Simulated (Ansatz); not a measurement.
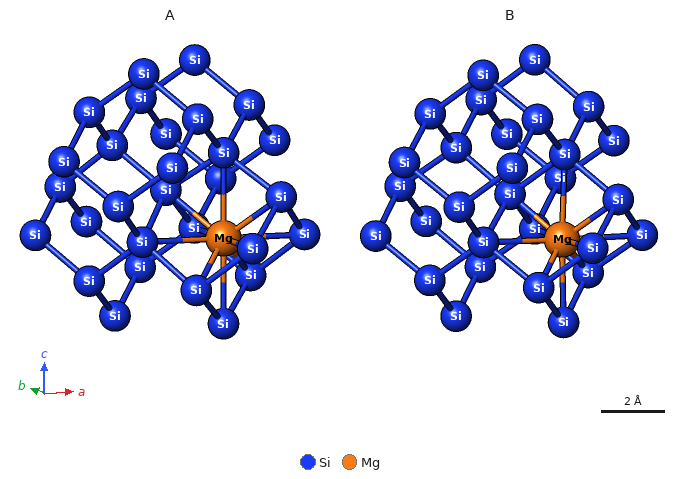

Two geometries of a defect cell of composition Si216Mg (cell charge +2), drawn at one scale. One is the start of a relaxation, the other its converged end. A ball-and-stick model of the atoms within 5.0 Å of the atom that moves most (axes of the cell of the calculation (origin shifted)), seen slightly off an axis.

Method: DFT, PBEsol, PAW, plane waves in Ansatz 0.2.0. (plane-wave cutoff 420 eV; k-point mesh 1 × 1 × 1; mesh shifted by (0.25, 0.25, 0.25); no spin polarisation; atoms relaxed in a fixed cell; force threshold 0.03 eV/Å; at most 80 steps)

Q: Which geometry has the lower energy?

A: Structure A is the relaxed one. After 2 accepted moves (3 points after the start) the energy has fallen by 2.629 eV per cell of the calculation. Largest force component: 2 eV/Å at the start, 0.026 eV/Å at the end. 1 step only repeated the SCF at the same geometry. The atom that moves furthest is a Si atom (0.19 Å along [−1 1 1]). By element the largest moves are Si 0.19 Å, Mg 0.06 Å. The cell stays as it was. Near-neighbour distances that change, for instance: Mg–Si 2.302 → 2.506 Å, Mg–Si 2.356 → 2.509 Å, Si–Si 2.297 → 2.436 Å, Si–Si 2.323 → 2.436 Å. Bond angles that change, for instance: Si–Si–Si 108.1° → 114.4°, Si–Si–Si 108.9° → 114.3°, Si–Si–Si 107.6° → 112.1°.

Limits of the set-up: the cell is charged, on a uniform background, and energies carry no finite-size correction.
